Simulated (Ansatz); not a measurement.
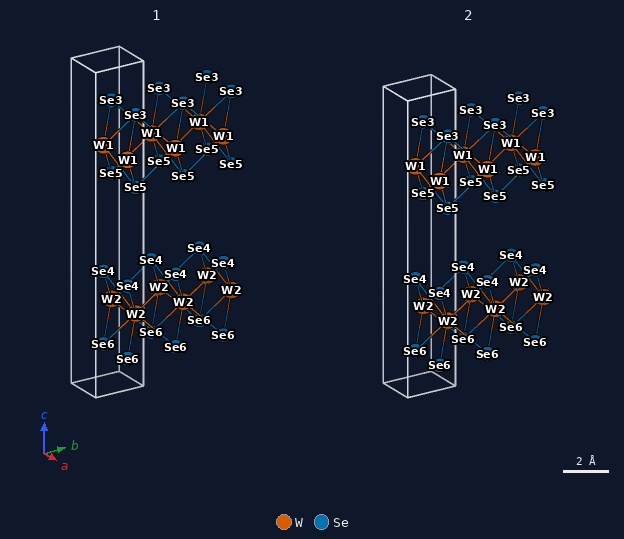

Two geometries of solid WSe₂ (set up in P6_3/mmc), drawn at one scale. One is the start of a relaxation, the other its converged end. A ball-and-stick model of the cell of the calculation, repeated 2 × 3 × 1 with one cell outlined, seen slightly off an axis.

All numbers below come from DFT PBE, scalar-relativistic, plane waves, PAW in Ansatz. Settings: plane-wave cutoff 420 eV; k-point mesh 12 × 12 × 2; occupations gaussian; smearing width 0.02 eV; no spin polarisation; cell and atoms relaxed; force threshold 0.005 eV/Å; at most 80 steps.

Which one is relaxed?

Structure 1 is the relaxed one. Over 7 accepted moves (8 points after the start) the energy falls by 4.8 meV per atom. Largest force component: 0.26 eV/Å at the start, 0.0012 eV/Å at the end. Pressure: 1.61 GPa at the start and 0.01 GPa at the end. At 1 point the geometry stayed and the basis and grid were re-selected for the new cell (energy shift of 0.4 meV per atom at most each time). The largest moves relative to the cell, 0.14 Å, are those of Se3, Se4, Se5 and Se6. Se6 goes along +c. W stays in place. The drawn cell changes as follows: a = b 3.320 → 3.321 Å (0.0 %), c 13.737 → 15.044 Å (+9.5 %); the volume changes by +9.6 %. Among the contacts that change: W1–Se3 2.537 → 2.548 Å. The space group stays P6_3/mmc (No. 194). Cost: 31 s on 4 threads of Oxide Virtual Turin-like Processor (Zen 5), on a shared host, peak memory 0.71 GiB.

Limits of the set-up: layers or molecules are held without a dispersion correction, so their spacing is unreliable.
